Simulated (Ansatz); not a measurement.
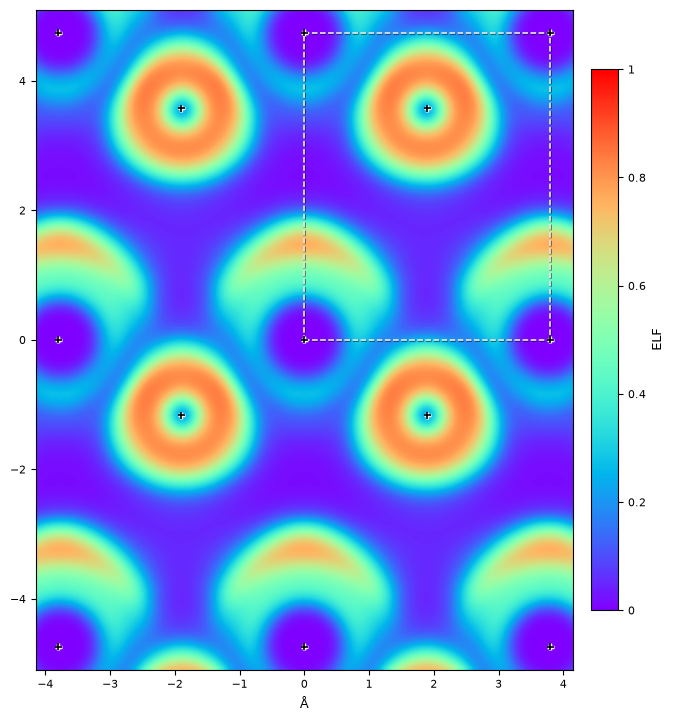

The ELF on a plane through atoms (crosses mark nuclei in the plane).

All numbers below come from Ansatz 0.2.0, DFT, PBE, plane-wave PAW, default files, scalar-relativistic.

Candidates:
A. SnO, a = 3.80 Å, b = 3.80 Å, c = 4.74 Å, α = 90.00°, β = 90.00°, γ = 90.00°. Space group P4/nmm; computed pressure about 4 GPa in this cell.
B. Si, a = 7.92 Å, b = 4.76 Å, c = 4.83 Å, α = 90.00°, β = 90.00°, γ = 90.00°. Space group Cmce; computed pressure about 40 GPa in this cell.
C. Ge, a = 4.00 Å, b = 4.00 Å, c = 5.49 Å, α = 90.00°, β = 90.00°, γ = 90.00°. Space group I4₁/amd; computed pressure about 6 GPa in this cell.

Q: Which system is this?

A: Candidate A: SnO on the (010) plane of the conventional cell, which holds Sn and O. Sn–O (2.23 Å): the ELF peaks at about 0.85 in the valence shell of O, 0.6 Å from its nucleus, and is about 0.20 at the midpoint (no localised pair shows between them).
